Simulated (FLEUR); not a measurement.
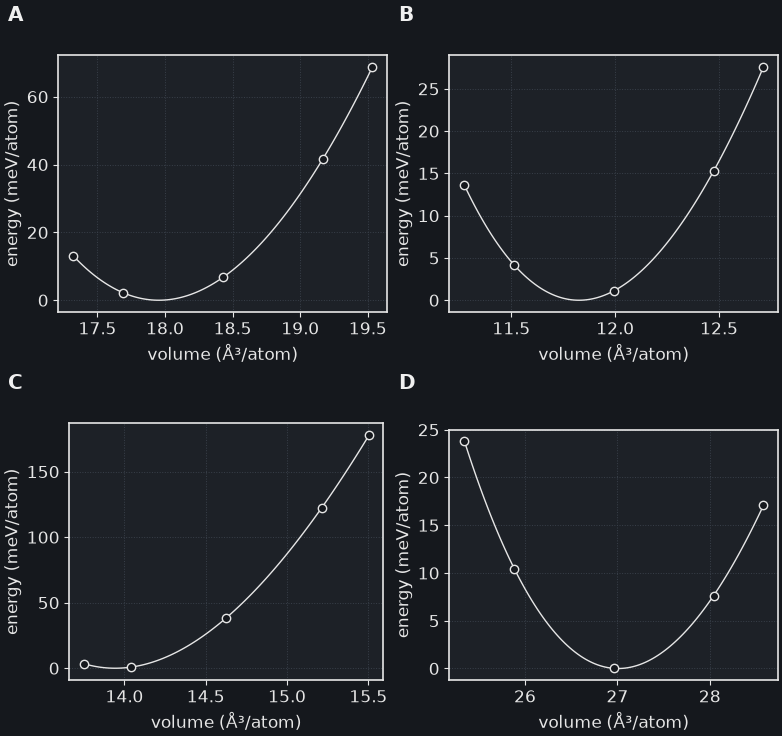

Each panel shows the energy against volume for one of these solids: Cu, Cmcm (No. 63); Ir, P6_3/mmc (No. 194); Nb, Im-3m (No. 229); Sb, I4/mmm (No. 139).

Calculation (FLEUR MaX-R8.1 (later development tree)): all-electron LAPW DFT, no spin polarisation; energies at scaled volumes of the given cell, shape and fractions fixed, counted from the fit's minimum, third-order Birch-Murnaghan fit. Level: SCAN.

Which panel belongs to which solid?

Answer. A is Nb (energy from 2.20 meV/atom to 68.74 meV/atom, V0 17.95 Å³/atom, B0 179 GPa); B is Cu (energy from 1.10 meV/atom to 27.55 meV/atom, V0 11.83 Å³/atom, B0 154 GPa); C is Ir (energy from 1 meV/atom to 178 meV/atom, V0 13.94 Å³/atom, B0 406 GPa); D is Sb (energy from 0.02 meV/atom to 23.81 meV/atom, V0 27.01 Å³/atom, B0 66.3 GPa).

For Cu, limits of the calculation: shape and atomic fractions are frozen while scaling, which makes layered, chain and framework solids too stiff.

For Ir, limits of the calculation: shape and atomic fractions are frozen while scaling, which makes layered, chain and framework solids too stiff.

For Sb, limits of the calculation: shape and atomic fractions are frozen while scaling, which makes layered, chain and framework solids too stiff.
